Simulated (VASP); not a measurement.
# Absorption of GaAs from time-dependent hybrids, part 2 of 4

Which functionals bind an exciton in GaAs? The cell is of the zinc-blende type, one of the forms listed for this formula. The start is a cell from a database of measured crystal structures.

VASP 6.6.1, plane waves and PAW; the level of theory is named at each step.

So far, lowest excitation (eV): step 4 (casida equation on PBE) 0.518.

## (5) Random-phase approximation on PBE

This step: RPA spectrum on PBE; plane waves and PAW (As, Ga_d) (VASP 6.6.1).

With the exchange-correlation kernel off, only the local fields remain: the random-phase approximation.

INCAR reads:

```
SYSTEM = GaAs
PREC = Accurate
ENCUT = 300
ISMEAR = 0
SIGMA = 0.01
LREAL = .FALSE.
GGA = PE
NBANDS = 28
ALGO = TDHF
NBANDSO = 4
NBANDSV = 4
OMEGAMAX = 25
NEDOS = 1000
CSHIFT = 0.1
PRECFOCK = Fast
LWAVE = .FALSE.
LCHARG = .FALSE.
ANTIRES = 0
LFXC = .FALSE.
LADDER = .FALSE.
```

POSCAR reads:

```
GaAs
1.0
    0.0000000000      2.8268500000      2.8268500000
    2.8268500000      0.0000000000      2.8268500000
    2.8268500000      2.8268500000      0.0000000000
As Ga
1 1
Direct
    0.7500000000      0.7500000000      0.7500000000
    0.0000000000      0.0000000000      0.0000000000
```

KPOINTS reads:

```
Automatic mesh
0
Gamma
5 5 5
0 0 0
```

PAW data sets: As and Ga_d (PBE family, release 64).

Started as:

```sh
mpirun -np 4 vasp_std
```

The program printed:

```text
[banner, memory and clock lines left out]
 LDA part: xc-table for (Slater+PW92), standard interpolation
 found WAVECAR, reading the header
 POSCAR, INCAR and KPOINTS ok, starting setup
 FFT: planning ... GRIDC
 FFT: planning ... GRID_SOFT
 FFT: planning ... GRID
 reading WAVECAR
 the WAVECAR file was read successfully
 initial charge from wavefunction
 available memory per node:    187.01 GB, setting MAXMEM to    191497

 Doing            0  frequencies on each core in blocks of            0
 parallelization over k-points
 Using distributed matrix
 Using distributed eigensolver
 allocating two-electron 4 orbital integral table    4    4    4    4
 BSE setting up matrix
 available memory per node:    186.97 GB, setting MAXMEM to    191456
 Calculate matrix elements of the BSE Hamiltonian:
 Workload is divided into blocks of two-electron 4 orbital integrals computed in
  parallel.
 Each block/integral has dimensions  of (   4,   4,   4,   4) orbitals
 Total number of blocks/integrals:                 7875
 Number of spins:                                     1
 Number of kpoints:                                 125
 Spin channel:                                        1
  Number of blocks of unoccupied bands:               1
  Number of blocks of occupied bands:                 1
 Number of rows/columns of blocks:                  125

                                                        Time (sec)
               Integrals                 Ranks       Real         CPU
  [         1 -        500/      7875]     4         0.48        0.00
  [       501 -       1000/      7875]     4         0.95        0.00
  [      1001 -       1500/      7875]     4         1.43        0.00
  [      1501 -       2000/      7875]     4         1.91        0.00
  [      2001 -       2500/      7875]     4         2.39        0.00
  [      2501 -       3000/      7875]     4         2.88        0.00
  [      3001 -       3500/      7875]     4         3.36        0.00
  [      3501 -       4000/      7875]     4         3.85        0.00
  [      4001 -       4500/      7875]     4         4.33        0.00
  [      4501 -       5000/      7875]     4         4.78        0.00
  [      5001 -       5500/      7875]     4         5.23        0.00
  [      5501 -       6000/      7875]     4         5.72        0.00
  [      6001 -       6500/      7875]     4         6.39        0.00
  [      6501 -       7000/      7875]     4         6.91        0.00
  [      7001 -       7500/      7875]     4         7.39        0.00
  [      7501 -       7600/      7875]     4         7.49        0.00
  [      7601 -       7625/      7875]     1         7.58        0.00
  [      7626 -       7725/      7875]     4         7.68        0.00
  [      7726 -       7750/      7875]     1         7.77        0.00
  [      7751 -       7850/      7875]     4         7.87        0.00
  [      7851 -       7870/      7875]     4         7.89        0.00
  [      7871 -       7874/      7875]     4         7.89        0.00
  [      7875 -       7875/      7875]     1         7.90        0.00

[... 6 parts as in an earlier step ...]
```

Elapsed: 12 s, on 4 MPI ranks of AMD EPYC 7R43, shared host; peak memory 0.61 GiB; 47 s of CPU time.

OUTCAR, selected parts (step 5):

```text
   NELECT =      18.0000    total number of electrons

 E-fermi :   4.2092

[... 8 parts as in an earlier step ...]

[... 2 further parts left out ...]
```

This step gave:

- lowest excitation: 0.5206 eV

The imaginary dielectric function, xx has structure finer than the step of the table below, so its rows give means over 1 eV, whole bins alone (the curve runs from 0 to 25 eV). Peaks (eV: height): 0.5: 149, 2.1: 96.3, 4.3: 59.3.

From 4 filled and 4 empty bands alone, without any pair above OMEGAMAX = 25 eV, so strength is missing wherever others contribute; lines are broadened by CSHIFT, which also makes the tail under the first line. Imaginary dielectric function, xx against photon energy; means over each step:

| photon energy (eV) | imaginary dielectric function, xx |
| --- | --- |
| 1 | 26.4 |
| 2 | 29.4 |
| 3 | 5.76 |
| 4 | 28.5 |
| 5 | 9.28 |
| 6 | 5.13 |
| 7 | 4.18 |
| 8 | 5.54 |
| 9 | 3.40 |
| 10 | 0.647 |
| 11 | 0.942 |
| 12 | 0.894 |
| 13 | 0.277 |
| 14 | 0.273 |
| 15 | 0.287 |
| 16 | 0.177 |
| 17 | 0.233 |
| 18 | 0.136 |
| 19 | 0.106 |
| 20 | 0.0402 |
| 21 | 0.0103 |

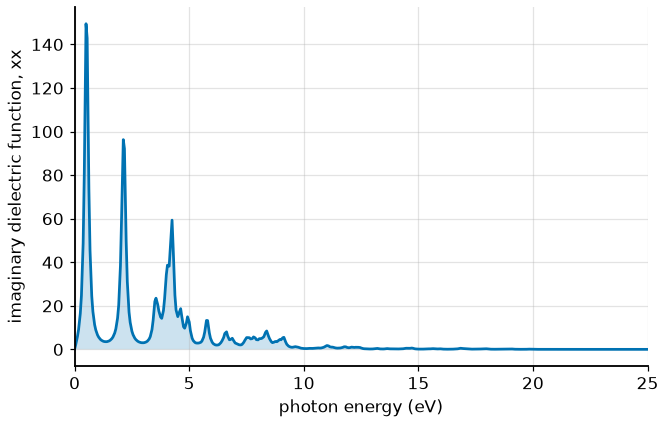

Imaginary dielectric function, xx against photon energy.

The lowest excitation lies at 0.521 eV, +9 meV against the direct gap of these orbitals. Peak heights aren't converged with the mesh, least of all at the onset.

## (6) Orbitals for ground state at B3LYP

This step: PBE; plane waves and PAW (As, Ga_d) (VASP 6.6.1).

A hybrid converges faster from good orbitals, so a cheap PBE run writes WAVECAR first.

INCAR reads:

```
SYSTEM = GaAs
PREC = Accurate
ENCUT = 300
EDIFF = 1E-05
NELM = 100
ISMEAR = 0
SIGMA = 0.01
LREAL = .FALSE.
ALGO = Normal
GGA = PE
NBANDS = 15
LORBIT = 11
LWAVE = .TRUE.
LCHARG = .FALSE.
KPAR = 4
```

POSCAR is that of step 5.

KPOINTS is that of step 5.

Started as:

```sh
mpirun -np 4 vasp_std
```

The program printed:

```text
[... set-up lines as in an earlier step ...]
 entering main loop
       N       E                     dE             d eps       ncg     rms          rms(c)
[... 9 cycles as in an earlier step ...]
DAV:  10    -0.818608660459E+01   -0.77301E-04   -0.76942E-05   370   0.923E-02    0.287E-02
DAV:  11    -0.818614320742E+01   -0.56603E-04   -0.79119E-05   300   0.687E-02    0.289E-03
DAV:  12    -0.818614358604E+01   -0.37863E-06   -0.12485E-06   283   0.166E-02
   1 F= -.81861436E+01 E0= -.81861436E+01  d E =-.128040E-23
 writing wavefunctions
```

Wall time 2.4 s (4 MPI ranks); peak memory 0.4 GiB; 7.1 s of CPU time.

Parts of OUTCAR (step 6):

```text
   NELECT =      18.0000    total number of electrons

 E-fermi :   4.0213

 k-point     1 :       0.0000    0.0000    0.0000
  band No.  band energies     occupation
    ...
      5     -10.7893      2.00000
      6      -8.7761      2.00000
      7       3.9534      2.00000
      8       3.9534      2.00000
      9       3.9534      2.00000
     10       4.4647      0.00000
     11       7.6623      0.00000
     12       7.6623      0.00000
     13       7.6623      0.00000
     14      11.5333      0.00000
    ...

  Total        0.9695124      0.9695124      0.9695124      0.0000000      0.0000000     -0.0000000
  in kB       34.3815670     34.3815670     34.3815670      0.0000000      0.0000000     -0.0000000
  external PRESSURE =      34.3815670 kB  Pullay stress =       0.0000000 kB

 POSITION                                       TOTAL-FORCE (eV/Angst)
 -----------------------------------------------------------------------------------
      4.24027      4.24027      4.24027         0.000000      0.000000      0.000000
      0.00000      0.00000      0.00000        -0.000000     -0.000000     -0.000000
 -----------------------------------------------------------------------------------
    total drift:                               -0.000008     -0.000008     -0.000007

  FREE ENERGIE OF THE ION-ELECTRON SYSTEM (eV)
  ---------------------------------------------------
  free  energy   TOTEN  =        -8.1861435860 eV

  energy  without entropy=       -8.1861435860  energy(sigma->0) =       -8.18614359

[... 9 parts as in an earlier step ...]

[... 8 further parts left out ...]
```

This step gave:

* pressure: 3.438 GPa
* gap on the k-mesh: 0.5113 eV
* least direct gap on the k-mesh: 0.5113 eV

The run ends at a pressure of 3.44 GPa.

## (7) Ground state at B3LYP

This step: B3LYP; plane waves and PAW (As, Ga_d) (VASP 6.6.1).

Many-body steps start from the orbitals of a self-consistent run, here B3LYP. A small SIGMA keeps every occupation at zero or full.

INCAR reads:

```
SYSTEM = GaAs
PREC = Accurate
ENCUT = 300
EDIFF = 1E-08
NELM = 100
ISMEAR = 0
SIGMA = 0.01
LREAL = .FALSE.
ALGO = Normal
LHFCALC = .TRUE.
AEXX = 0.2
GGA = B3
AGGAX = 0.72
AGGAC = 0.81
ALDAC = 0.19
LASPH = .TRUE.
NBANDS = 15
PRECFOCK = Fast
LORBIT = 11
LWAVE = .TRUE.
LCHARG = .FALSE.
KPAR = 4
```

POSCAR is that of step 6.

KPOINTS is that of step 6.

The run starts from files that an earlier step left in the folder.

Started as:

```sh
mpirun -np 4 vasp_std
```

The program printed:

```text
[banner, memory and clock lines left out]
running    4 mpi-ranks, on    1 nodes
 distrk:  each k-point on    1 cores,    4 groups
 distr:  one band on    1 cores,    1 groups

 POSCAR found type information on POSCAR AsGa
 POSCAR found :  2 types and       2 ions
|                                                                             |
|               ----> ADVICE to this user running VASP <----                  |
|                                                                             |
|     You enforced a specific xc type in the INCAR file but a different       |
|     [... a line on the potential file left out ...]
|     I HOPE YOU KNOW WHAT YOU ARE DOING!                                     |
|                                                                             |

 LDA part: xc-table for (Slater(with rela. corr.)+VWN3), standard interpolation
 found WAVECAR, reading the header
 POSCAR, INCAR and KPOINTS ok, starting setup
 FFT: planning ... GRIDC
 FFT: planning ... GRID_SOFT
 FFT: planning ... GRID
 reading WAVECAR
 the WAVECAR file was read successfully
 initial charge from wavefunction
 entering main loop
       N       E                     dE             d eps       ncg     rms          rms(c)
DAV:   1    -0.904416915458E+01   -0.90442E+01   -0.33652E-01   450   0.113E+01    0.136E+00
DAV:   2    -0.904147729349E+01    0.26919E-02   -0.36534E-02   371   0.303E+00    0.930E-01
DAV:   3    -0.903921327047E+01    0.22640E-02   -0.40378E-03   377   0.952E-01    0.573E-01
DAV:   4    -0.903885548308E+01    0.35779E-03   -0.98514E-04   377   0.275E-01    0.355E-01
DAV:   5    -0.903881921871E+01    0.36264E-04   -0.16670E-04   363   0.861E-02    0.217E-01
DAV:   6    -0.903881011101E+01    0.91077E-05   -0.19139E-05   372   0.353E-02    0.132E-01
DAV:   7    -0.903880601920E+01    0.40918E-05   -0.29618E-06   365   0.142E-02    0.778E-02
DAV:   8    -0.903880476856E+01    0.12506E-05   -0.11097E-06   349   0.638E-03    0.452E-02
DAV:   9    -0.903880449004E+01    0.27852E-06   -0.39134E-07   358   0.380E-03    0.261E-02
DAV:  10    -0.903880445907E+01    0.30971E-07   -0.12628E-07   335   0.239E-03    0.151E-02
DAV:  11    -0.903880447444E+01   -0.15372E-07   -0.44590E-08   335   0.145E-03    0.876E-03
DAV:  12    -0.903880448991E+01   -0.15469E-07   -0.16149E-08   311   0.846E-04    0.508E-03
DAV:  13    -0.903880449793E+01   -0.80145E-08   -0.59577E-09   241   0.523E-04
   1 F= -.90388045E+01 E0= -.90388045E+01  d E =-.285946E-40
 writing wavefunctions
```

It took 2 min on 4 MPI ranks; peak memory 0.39 GiB; 8 min of CPU time.

OUTCAR, selected parts (step 7):

```text
   k-points           NKPTS =     10   k-points in BZ     NKDIM =    125   number of bands    NBANDS=     15

   NELECT =      18.0000    total number of electrons

  exchange ACFDT corr.  =         0.00000000  see jH, gK, PRB 81, 115126

 E-fermi :   3.6358

 k-point     1 :       0.0000    0.0000    0.0000
  band No.  band energies     occupation
    ...
      5     -13.3695      2.00000
      6     -10.2521      2.00000
      7       3.5439      2.00000
      8       3.5439      2.00000
      9       3.5439      2.00000
     10       5.1740      0.00000
     11       8.5186      0.00000
     12       8.5186      0.00000
     13       8.5186      0.00000
     14      12.6809      0.00000
    ...

 POSITION                                       TOTAL-FORCE (eV/Angst)
 -----------------------------------------------------------------------------------
      4.24027      4.24027      4.24027         0.000000     -0.000000     -0.000000
      0.00000      0.00000      0.00000        -0.000000      0.000000      0.000000
 -----------------------------------------------------------------------------------
    total drift:                               -0.000011     -0.000005     -0.000005

  FREE ENERGIE OF THE ION-ELECTRON SYSTEM (eV)
  ---------------------------------------------------
  free  energy   TOTEN  =        -9.0388044979 eV

  energy  without entropy=       -9.0388044979  energy(sigma->0) =       -9.03880450

[... 7 parts as in an earlier step ...]

[... 9 further parts left out ...]
```

The k-mesh is coarse for unscreened exact exchange, which converges slowly with it. The PAW data sets were made with PBE, which is usual practice but a small mismatch for other functionals.

Numbers from this step:

- free energy (TOTEN): -9.039 eV
- Fermi energy: 3.636 eV
- gap on the k-mesh: 1.630 eV
- least direct gap on the k-mesh: 1.630 eV

## (8) Empty bands, functional B3LYP

ALGO = Exact diagonalises the converged Hamiltonian in one step, and LOPTICS writes the k-derivatives of the orbitals (WAVEDER), which give the transition dipoles.

INCAR reads:

```
SYSTEM = GaAs
PREC = Accurate
ENCUT = 300
ISMEAR = 0
SIGMA = 0.01
LREAL = .FALSE.
LHFCALC = .TRUE.
AEXX = 0.2
GGA = B3
AGGAX = 0.72
AGGAC = 0.81
ALDAC = 0.19
LASPH = .TRUE.
NBANDS = 28
PRECFOCK = Fast
ALGO = Exact
NELM = 1
LWAVE = .TRUE.
LCHARG = .FALSE.
LOPTICS = .TRUE.
NEDOS = 1000
CSHIFT = 0.1
```

POSCAR is that of step 7.

KPOINTS is that of step 7.

The run starts from files that an earlier step left in the folder.

Started as:

```sh
mpirun -np 4 vasp_std
```

The program printed:

```text
[banner, memory and clock lines left out]
running    4 mpi-ranks, on    1 nodes
[...]
[... a notice as in an earlier step ...]

 LDA part: xc-table for (Slater(with rela. corr.)+VWN3), standard interpolation
 found WAVECAR, reading the header
  number of bands has changed, file:    15 present:    28
  trying to continue reading WAVECAR, but it might fail
 POSCAR, INCAR and KPOINTS ok, starting setup
[...]
reading WAVECAR
 random initialization beyond band           15
 the WAVECAR file was read successfully
 initial charge from wavefunction
 entering main loop
       N       E                     dE             d eps       ncg     rms          rms(c)
DIA:   1    -0.903880450224E+01   -0.90388E+01    0.00000E+00     0   0.000E+00
   1 F= -.90388045E+01 E0= -.90388045E+01  d E =-.410075E-36
 writing wavefunctions
 optical routines
 imaginary and real dielectric function
 recalculating local potential from charge density
 direction            1
 direction            2
 direction            3
```

Wall time 6.6 min (4 MPI ranks); peak memory 0.47 GiB.

From OUTCAR (step 8):

```text
 POSITION                                       TOTAL-FORCE (eV/Angst)
 -----------------------------------------------------------------------------------
      4.24027      4.24027      4.24027        -0.000000     -0.000000     -0.000000
      0.00000      0.00000      0.00000         0.000000      0.000000      0.000000
 -----------------------------------------------------------------------------------
    total drift:                               -0.000005     -0.000001     -0.000002

  FREE ENERGIE OF THE ION-ELECTRON SYSTEM (eV)
  ---------------------------------------------------
  free  energy   TOTEN  =        -9.0388045022 eV

  energy  without entropy=       -9.0388045022  energy(sigma->0) =       -9.03880450

[... 2 parts as in an earlier step ...]

[... 1 further part left out ...]
[key lines of the parts left out:]
E-fermi :   3.6306
```

(Part 2 of 4 ends here.)

[Lines on the potential files, build, host, timing and source positions are cut from VASP's logs without a mark.]

[Logs are printed without paths, hosts, clocks, repeated set-up lines and the standing remarks that a program may print on its own settings, such as how far it seeks lower states.]

[Hosts, paths, dates, database ids (printed as entryN), source tags and the programs' standing remarks are cut or masked in the printed files.]

[Pressures printed for these runs are not shown converged in the cutoff: they can be off by several GPa and have the wrong sign.]
